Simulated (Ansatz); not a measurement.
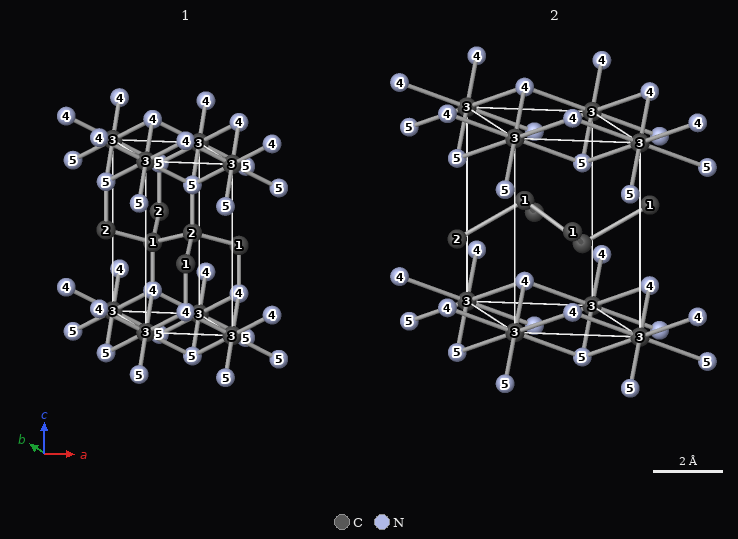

Two geometries of solid C₃N₂ (a generated structure, set up in P-3m1) (coarse preliminary run), drawn at one scale. One is the start of a relaxation, the other its converged end. A ball-and-stick model of the cell of the calculation, seen slightly off an axis.

These are results of Ansatz, DFT PBE, scalar-relativistic, plane waves, PAW, not measurements. Settings: plane-wave cutoff 420 eV; k-point mesh 6 × 6 × 4; occupations gaussian; smearing width 0.1 eV; collinear spin; cell and atoms relaxed; force threshold 0.04 eV/Å; at most 70 steps.

**Which one is relaxed?**

Structure 1 is the relaxed one. The energy falls by 18.429 eV per cell of the calculation in 10 accepted moves (13 points after the start). Largest force component: 2.2 eV/Å at the start, 0.011 eV/Å at the end. The pressure goes from −30.42 to 0.05 GPa. The line search rejected the trial step at point 7 of the run. At 2 points the geometry stayed and the basis and grid were re-selected for the new cell (energy shift of 21.8 meV per cell of the calculation at most each time). The largest moves relative to the cell, 0.68 Å, are those of C1 and C2. C2 goes along +c. Largest moves by element: C 0.68 Å, N 0.02 Å. Cell: a = b 3.663 → 2.529 Å (−31.0 %), c 5.844 → 5.155 Å (−11.8 %). Volume −58.0 %. Among the contacts that change: C1–N4 2.428 → 1.448 Å, C1–C2 2.314 → 1.553 Å, C3–N4 2.324 → 1.697 Å. New bonds form: C1–N4 (2.43 → 1.45 Å), C2–N5 (2.43 → 1.45 Å). The space group stays P-3m1 (No. 164). The program noted that the starting moments weren't kept.
